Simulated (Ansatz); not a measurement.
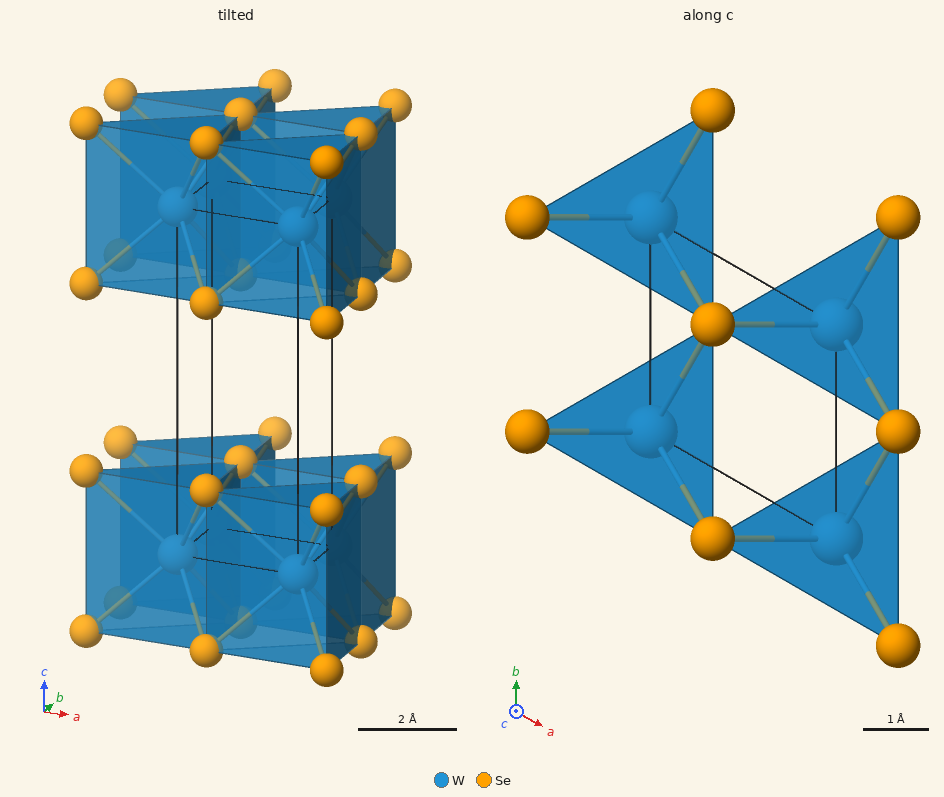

View slightly off an axis and along the c axis, drawn as a polyhedral model. The frame is the conventional unit cell; atoms at its boundary are shown with their periodic copies. Some atoms of the next cells are drawn as well.

WSe$_{2}$, space group P-6m2 (No. 187), a = 3.310 Å, b = 3.310 Å, c = 7.213 Å, α = 90.00°, β = 90.00°, γ = 120.00°. It goes back to a structure listed in the Materials Project. The cell was then strained or its atoms displaced on purpose. It went into a calculation with Ansatz.

This one geometry was computed with Ansatz (DFT, plane waves, PAW) at three levels of theory: PBE, HSE06 and r2SCAN.

Which level gives the highest pressure at this volume, and what does that say about its equilibrium volume?

Highest: PBE (2.4 GPa), which points to the largest equilibrium volume. Lowest, with the smallest volume: HSE06 (-1.5 GPa). Levels within 0.5 GPa of each other can't be told apart.

How does the band gap change with the level of theory?

PBE: a gap of 1.37 eV, indirect; r2SCAN: a gap of 1.49 eV, indirect; HSE06: a gap of 1.89 eV, indirect.

Collect the results in a table.

| level | cutoff (eV) | k-mesh of the run's cell | gap (eV) | pressure (GPa) |
| --- | --- | --- | --- | --- |
| PBE | 420 | 12×12×4 | 1.37 | 2.4 |
| HSE06 | 420 | 6×6×4 | 1.89 | -1.5 |
| r2SCAN | 500 | 12×12×4 | 1.49 | 0.5 |

Gaps are taken on the k-mesh or band path of each run.
